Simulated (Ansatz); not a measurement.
System: Si, space group P6_3/mmc (No. 194).

Input of the run:
```
crystal:
  lattice:
    - [3.8249232246, 0.0, 0.0]
    - [-1.9124616123, 3.31248068, 0.0]
    - [0.0, 0.0, 6.3234950923]
  atoms:
    - { symbol: Si, position: [0.3333333333, 0.6666666667, 0.0004883873] }
    - { symbol: Si, position: [0.6666666667, 0.3333333333, 0.5004883873] }
    - { symbol: Si, position: [0.3333333333, 0.6666666667, 0.3745116127] }
    - { symbol: Si, position: [0.6666666667, 0.3333333333, 0.8745116127] }
kpoints:
  mp_grid: { grid: [6, 6, 4] }
hamiltonian:
  xc: pbesol
scf:
  occupations: { method: fixed }
phonons:
  method: dfpt
  dielectric: true
  qpoints: [[0, 0, 0]]
  rigid_motions: translations
```

Run as:
```bash
ansatz run input.yaml --threads 2 --pin off --max-ram 2211MiB --backend cpu --events-out ev --progress --plain --runs-dir out
```

Method: perturbation theory at the zone centre of a relaxed insulator, optical modes (intensities summed over a level), dielectric tensors and Born charges, a negative frequency is imaginary, spin-unpolarised plane waves (Ansatz 0.2.0). Level: PBEsol.

periodic directions 3; potentials PAW; wave cutoff 420 eV; k mesh 6×6×4.

Predict the zone-centre optical phonon frequencies (the three acoustic modes are left out).

No frequency is imaginary, so the structure is stable to these displacements (zone-boundary modes weren't tested here). The highest mode lies at 504.7 cm⁻¹. The optical modes lie at 90.6 (×2), 369.1, 410.4, 490.2 (×2), 503.3, 504.7 (×2) cm⁻¹.

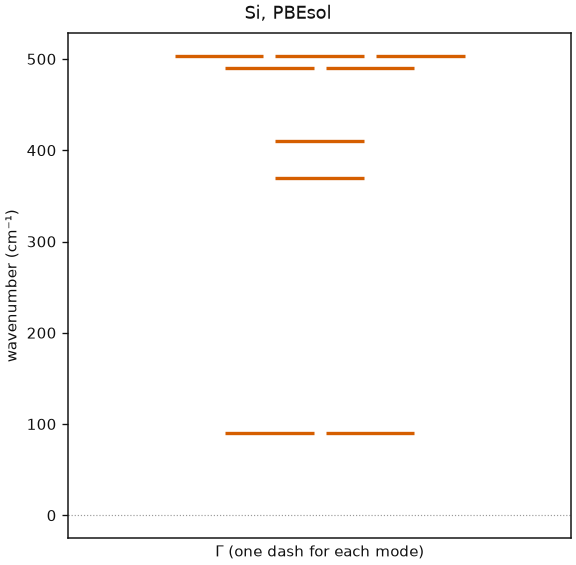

Caveats: field response not settled on the k mesh.
